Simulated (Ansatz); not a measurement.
Input of the run:

```
crystal:
  lattice:
    - [2.88765147, 0.0, 0.0]
    - [-1.443825735, 2.5007795303, 0.0]
    - [0.0, 0.0, 24.4310302087]
  atoms:
    - { symbol: Au, position: [0.6666666667, 0.3333333333, 0.3070133085] }
    - { symbol: Au, position: [0.3333333333, 0.6666666667, 0.4043291603] }
    - { symbol: Au, position: [0.0, 0.0, 0.4999999993] }
    - { symbol: Au, position: [0.6666666667, 0.3333333333, 0.5956708392] }
    - { symbol: Au, position: [0.3333333333, 0.6666666667, 0.6929866928] }
basis:
  ecutwfc: 420
kpoints:
  mp_grid: { grid: [12, 12, 1] }
  band_path:
    path:
      - [0.5, 0, 0]
      - [0, 0, 0]
      - [0.3333333333333, 0.3333333333333, 0]
      - [0.5, 0, 0]
    npoints: 12
hamiltonian:
  xc: pbesol
scf:
  occupations: { method: gaussian, width: 0.1 }
  n_extra_bands: 16
output:
  forces: true
  stress: true
  eigenvalues: true
  populations: true
  fatbands: true
  write_density: true
  write_potential: true
  elf: true
  volumetric_format: npy
efield:
  axis: 3
  dipole_correction: true
  ramp_width: 0.04
```

Run as:
```bash
ansatz run input.yaml --threads 8 --pin off --max-ram 14336MiB --backend cpu --events-out ev --progress --plain --runs-dir out
```

What will the band structure look like? The path is M–Γ–K–M.

A metal: 5 bands cross the Fermi level along this path. Bands cross the Fermi level on every line of the path. At Γ the nearest levels lie 0.87 eV below and 0.07 eV above the Fermi level.

Spin-orbit coupling is left out, which matters for Au.

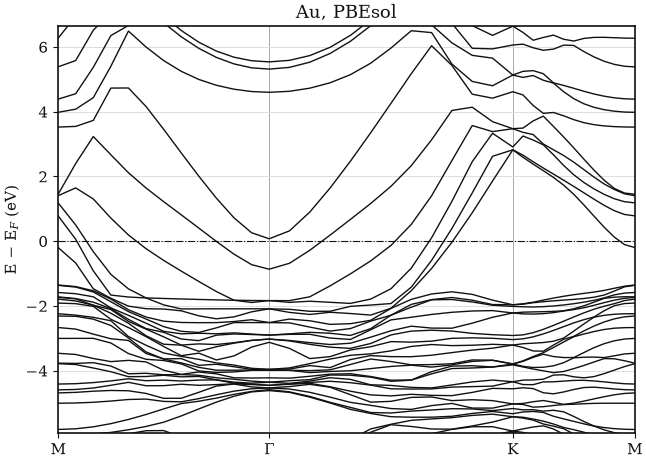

Band structure. Energies are counted from the Fermi level.
